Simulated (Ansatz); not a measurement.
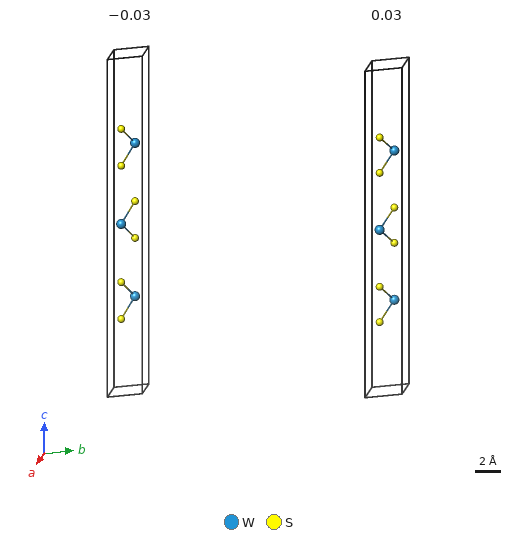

Crystalline WS₂ (set up in P-6m2), under biaxial strain in the a–b plane (c and atoms relaxed), with energies (extrapolated to zero smearing) counted from the relaxed crystal, which is the row at zero. The picture shows the first and the last member. Style: ball-and-stick. Shown: the cell of the calculation, slightly off an axis.

Computed with Ansatz 0.2.0: DFT r2SCAN, scalar-relativistic, plane waves, PAW. (plane-wave cutoff 500 eV; k-point mesh 12 × 12 × 1; occupations gaussian; smearing width 0.02 eV; no spin polarisation; force threshold 0.008 eV/Å)

```csv
strain,energy (meV/atom),a (Å),c (Å),band gap (eV)
−0.03,33.35,3.086,29.179,1.76
−0.015,8.08,3.134,28.929,1.66
0.0,0.00,3.181,28.696,1.48
0.015,?,?,?,?
0.03,29.69,3.277,28.219,0.79
```

Question: Estimate the missing row from the others, and compare with the calculation.

Answer: A parabola through three neighbouring rows (−0.015, 0.0, 0.03) gives, with Lagrange weights, (−0.3333)(8.08) + (1.0000)(0.00) + (0.3333)(29.69) = 7.20 meV/atom. The calculation gives 7.64 meV/atom (a = 3.229 Å, c = 28.463 Å). The estimate is 0.44 meV/atom too low. For the gap a parabola through the rows −0.015, 0.0, 0.03 gives 1.19 eV, and the calculation 1.11 eV (semilocal gaps, lower than measured ones as a rule). From the first member to the last: W–W 3.086 → 3.277 Å, S–W 2.390 → 2.432 Å.

The whole series:

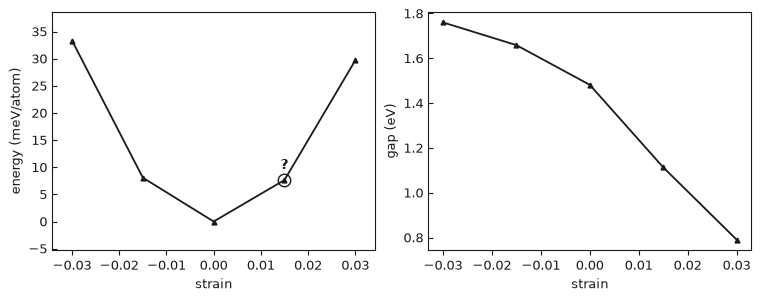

Each member starts from this one structure; whether another phase lies lower wasn't checked.

Limits of the set-up: layers or molecules are held without a dispersion correction, so their spacing is unreliable.
